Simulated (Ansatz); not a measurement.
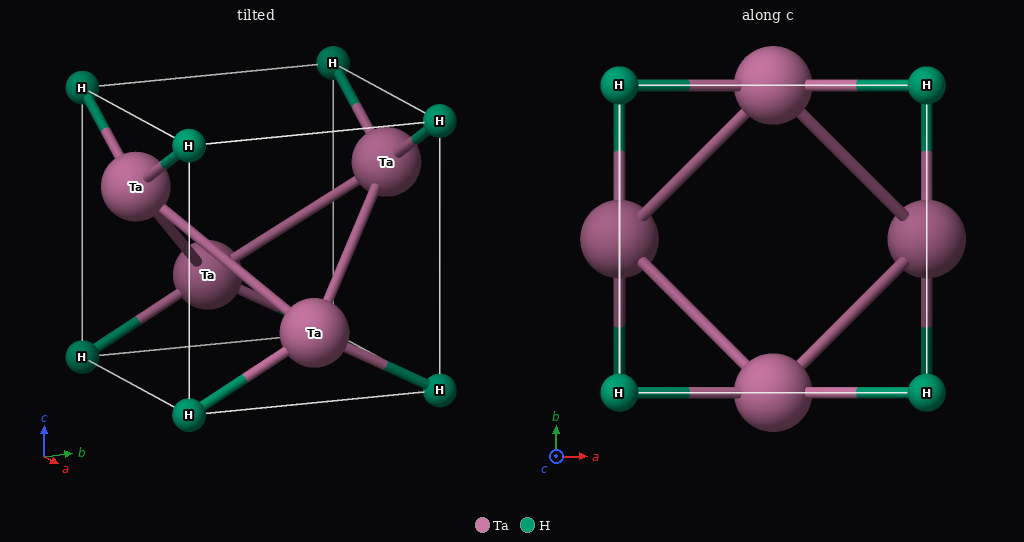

Shown here is a ball-and-stick view of the crystal, taken slightly off an axis and along the c axis. Thin lines show the conventional unit cell, with boundary atoms drawn in all their periodic places. Cell: a = 3.38 Å, b = 3.38 Å, c = 3.43 Å, α = 90.00°, β = 90.00°, γ = 90.00°.

Starting structure: a structure listed in the Materials Project. Earlier steps of the study may have refined or changed the cell and positions. An electronic-structure calculation with Ansatz was run on it.

**What can be read from this drawing?**

The stoichiometry is Ta₂H. It belongs to space group P-4m2 (No. 115) and has a primitive tetragonal lattice. In the cell are 2 Ta, 1 H, which makes 1 formula unit. The Ta atoms are each bonded to eight Ta and two H (about 2.9 to 3.0 Å to Ta, 1.9 Å to H). H is linked to four Ta in a distorted tetrahedral arrangement at about 1.9 Å. Not all metal-metal contacts are counted. The bonds build a three-dimensional framework.

Calculation details: Ansatz 0.2.0, DFT r2SCAN, scalar-relativistic, plane waves, PAW; a cutoff energy of 500 eV, a 14×14×14 sampling of the Brillouin zone, Gaussian smearing of 0.1 eV, no spin polarisation.

**Metal or not?**

A metal: bands cross the Fermi level.

**List the Bader charges.**

Ta +0.37 e; H -0.74 e.

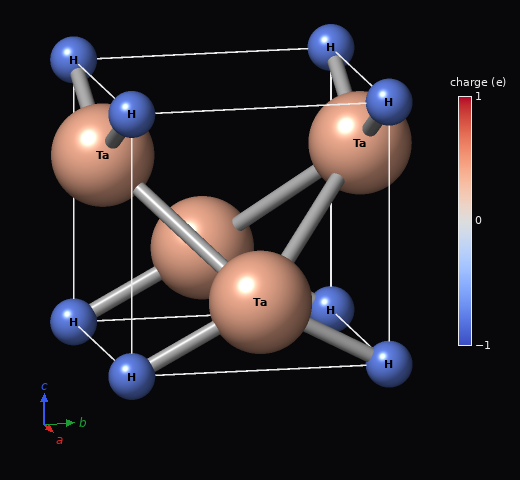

The atoms coloured by those charges. The run's cell of 3 atoms is drawn.

**Has the structure come to rest?**

No. The largest force is 0.07 eV/Å, on Ta. The pressure is -2.8 GPa, so the cell would contract.
